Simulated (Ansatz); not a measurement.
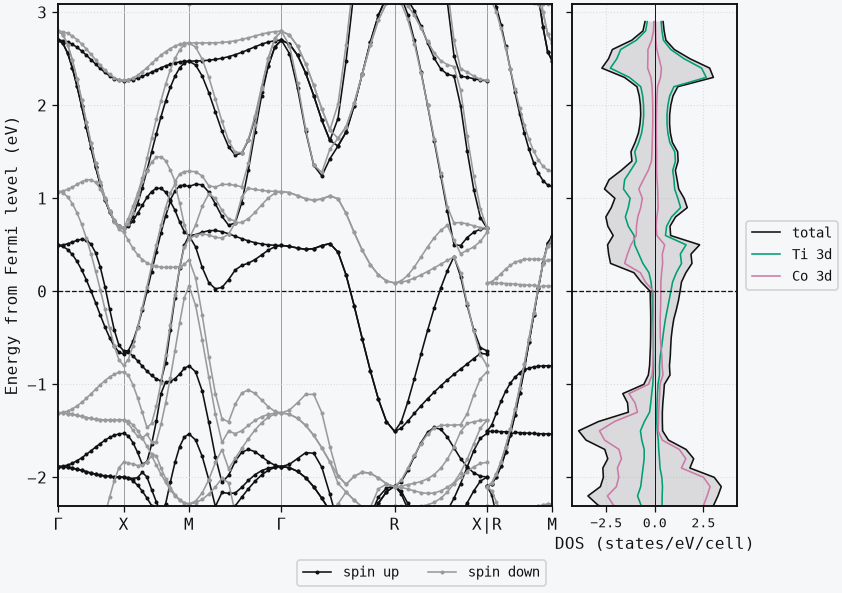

Band structure and density of states. Energies are counted from the Fermi level. The partial curves are projected on Löwdin-orthogonalised atomic shells. Spin-down states are drawn negative.

The material is TiCo, space group Pm-3m (No. 221), 2 atoms in the cell.

Method: DFT PBE, scalar-relativistic, plane waves, PAW, spin-polarised, 14×14×14 k mesh, 420 eV cutoff, Gaussian smearing of 0.1 eV (Ansatz).

> Metal, semiconductor or insulator?

A metal: bands cross the Fermi level along this path.

> On which lines of the path do bands cross the Fermi level?

Bands cross the Fermi level on every line of the path.
